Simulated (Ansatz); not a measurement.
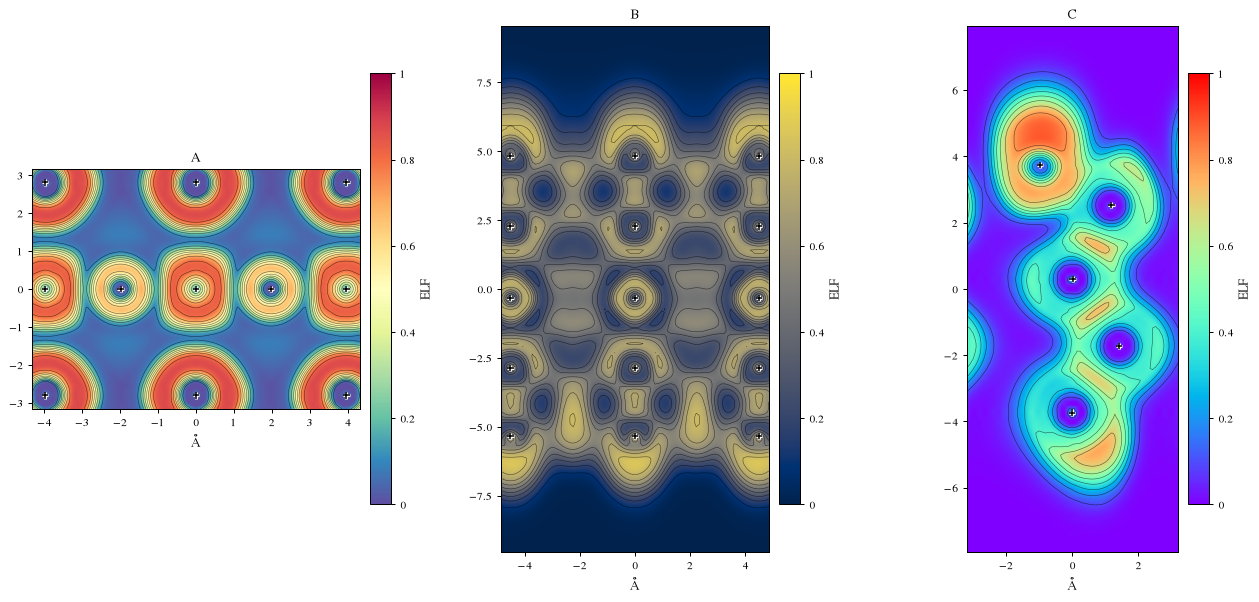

The electron localisation function of 3 systems, each on a plane through atoms (crosses mark nuclei in the plane).

Method: DFT PBEsol, scalar-relativistic, plane waves, PAW in Ansatz.

System 1: Ge8Se (slab), the (100) plane of the calculation cell, a cut from vacuum to vacuum. 

```
Ge Se
1.0
     4.01337    0.00000    0.00000
     0.00000    5.67576    0.00000
     0.00000    0.00000   25.02005
Ge Se
8 1
Direct
  0.50000 0.00000 0.33973
  0.00000 0.25000 0.33973
  0.00000 0.50000 0.41993
  0.50000 0.75000 0.41993
  0.50000 0.99759 0.50167
  0.00000 0.25215 0.50077
  0.00000 0.45886 0.58980
  0.50000 0.81559 0.59464
  0.00000 0.07766 0.63806
```

System 2: BaTiO3, the (011̄) plane of the conventional cell. Space group Pm-3m; computed without spin polarisation.

```cif
data_structure
_symmetry_space_group_name_H-M 'P 1'
_symmetry_Int_Tables_number 1
_cell_length_a 3.9699
_cell_length_b 3.9699
_cell_length_c 3.9699
_cell_angle_alpha 90.000
_cell_angle_beta 90.000
_cell_angle_gamma 90.000
_cell_volume 62.56
loop_
_atom_site_label
_atom_site_type_symbol
_atom_site_fract_x
_atom_site_fract_y
_atom_site_fract_z
_atom_site_occupancy
Ba1 Ba 0.00000 0.00000 0.00000 1
Ti1 Ti 0.50000 0.50000 0.50000 1
O1 O 0.50000 0.50000 0.00000 1
O2 O 0.50000 0.00000 0.50000 1
O3 O 0.00000 0.50000 0.50000 1
```

System 3: Si2Mo (slab), the (010) plane of the calculation cell, a cut from vacuum to vacuum. Computed without spin polarisation.

Question: Which map belongs to which system?

Answer: Panel A is system 2, BaTiO3: the plane holds Ba, Ti and O. Ti–O (1.98 Å): the ELF peaks at about 0.85 in the valence shell of O, 0.6 Å from its nucleus, and is about 0.20 at the midpoint; no localised pair shows between them. Panel B is system 3, Si2Mo: the plane holds Si and Mo. Si–Si (2.46 Å): the ELF peaks at about 0.70 between the atoms. Panel C is system 1, Ge8Se: the plane holds Ge and Se. Ge–Ge (2.46 Å): the ELF peaks at about 0.70 between the atoms.
